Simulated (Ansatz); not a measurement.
Input

```
crystal:
  lattice:
    - [0.0, 2.2268905406, 1.7663695768]
    - [2.2268905406, 0.0, 1.7663695768]
    - [2.2268905406, 2.2268905406, 0.0]
  atoms:
    - { symbol: Pt, position: [0.0, 0.0, 0.0] }
basis:
  ecutwfc: 420
kpoints:
  mp_grid: { grid: [22, 22, 22] }
hamiltonian:
  xc: pbe
  pseudopotentials: { kind: paw, azcp: { folder: soft_1 } }
scf:
  occupations: { method: gaussian, width: 0.15 }
output:
  forces: true
  stress: true
  eigenvalues: true
  write_density: true
  write_potential: true
  elf: true
  volumetric_format: npy
```

Command:

```sh
ansatz run input.yaml --threads 1 --pin off --max-ram 2048MiB --backend cpu --events-out ev --progress --plain --runs-dir out
```

Below, planes, directions and counts refer to the conventional cell (a = 3.15 Å, b = 3.15 Å, c = 3.53 Å, α = 90.00°, β = 90.00°, γ = 90.00°).

Space group I4/mmm; computed pressure about −19 GPa in this cell; PAW files of the earlier set (soft_1).

These are results of DFT PBE, scalar-relativistic, plane waves, PAW (Ansatz 0.2.0), not measurements.

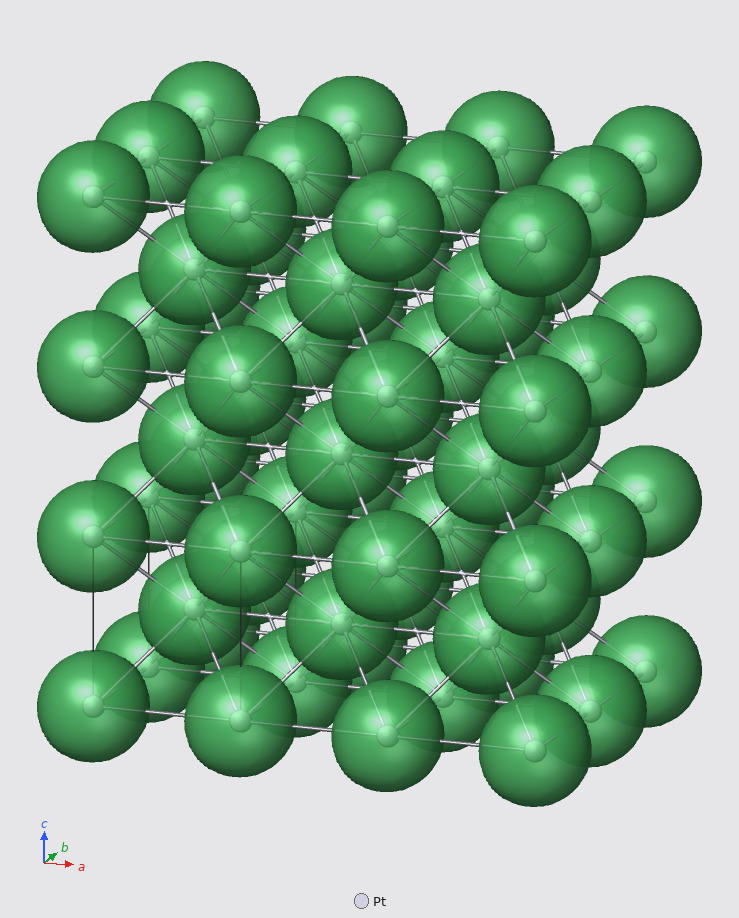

Pt. Isosurface of the valence pseudo-density at 0.5 e/Å³ (green), seen slightly off an axis. Sticks mark near contacts.

How is the density connected at this value?

Answer. At this value the density breaks into separate islands; it holds about 85 % of the electrons treated as valence (semicore included). It bridges none of the near contacts. It is pinched off along the shortest Pt–Pt (2.84 Å) and Pt–Pt (3.15 Å) contacts. On the grid the lowest density along these lines, outside the cores, is 0.33 e/Å³ (Pt–Pt, 2.84 Å) and 0.2 e/Å³ (Pt–Pt, 3.15 Å).
